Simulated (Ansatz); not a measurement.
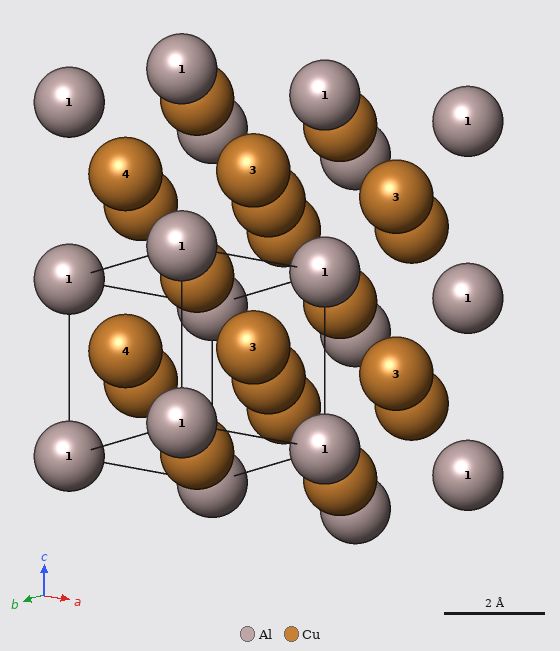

This is crystalline AlCu₃ (set up in Pm-3m). Style: spheres-only. Shown: the cell of the calculation, repeated 2 × 1 × 2 with one cell outlined, from a free direction.

Method: DFT r2SCAN, scalar-relativistic, plane waves, PAW in Ansatz. Set-up: plane-wave cutoff 500 eV; k-point mesh 14 × 14 × 14; occupations gaussian; smearing width 0.1 eV; no spin polarisation.

Change: Shear of c along a, +8.0 %, is applied. Symmetry leaves the atoms no freedom, so this is a single point.

### Predict the response.

The energy rises by 24.1 meV per atom. Pressure: 0.0 GPa before, 0.9 GPa after. The principal stresses (compression positive) are 9.6 GPa along [1 0 −1], −0.2 GPa along b, −6.8 GPa along [1 0 1]. All forces vanish by symmetry. Among the bonded contacts that change: Al–Cu 2.575 → 2.474 to 2.680 Å, Cu–Cu 2.575 → 2.474 to 2.680 Å. The space group (tolerance 0.01 Å) goes from Pm-3m (No. 221) to P2/m (No. 10).

Drawn alike, the variant:

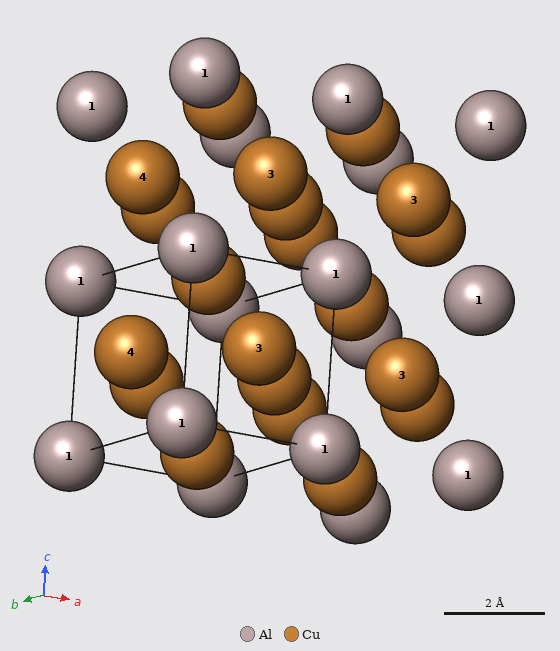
